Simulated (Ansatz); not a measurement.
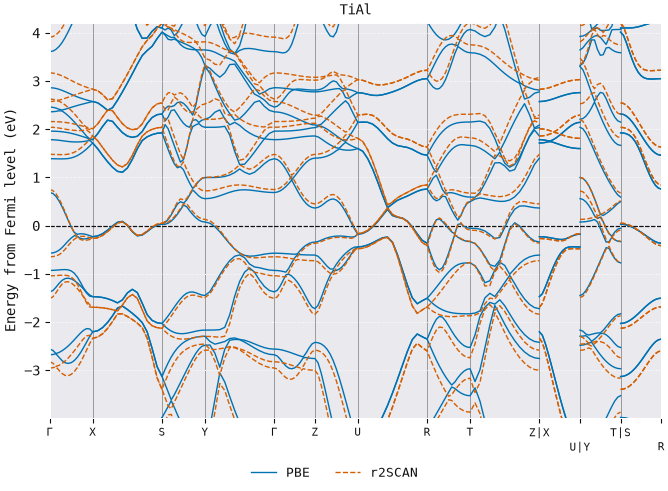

Band structures of TiAl, space group Pmma, 4 atoms in the cell, by two methods on the same cell. Each is counted from its own Fermi level.

Q: What changes from one method to the other?

A: Both give a metal. The 6 bands that come within 1 eV of the Fermi level differ by 0.09 eV on average and by 0.27 eV at most (between S and Y).

Settings. PBE: DFT PBE, scalar-relativistic, plane waves, PAW, no spin polarisation, 10×16×10 k mesh, 420 eV cutoff, Gaussian smearing of 0.1 eV (Ansatz). r2SCAN: DFT r2SCAN, scalar-relativistic, plane waves, PAW, no spin polarisation, 10×16×10 k mesh, 500 eV cutoff, Gaussian smearing of 0.1 eV (Ansatz 0.2.0).
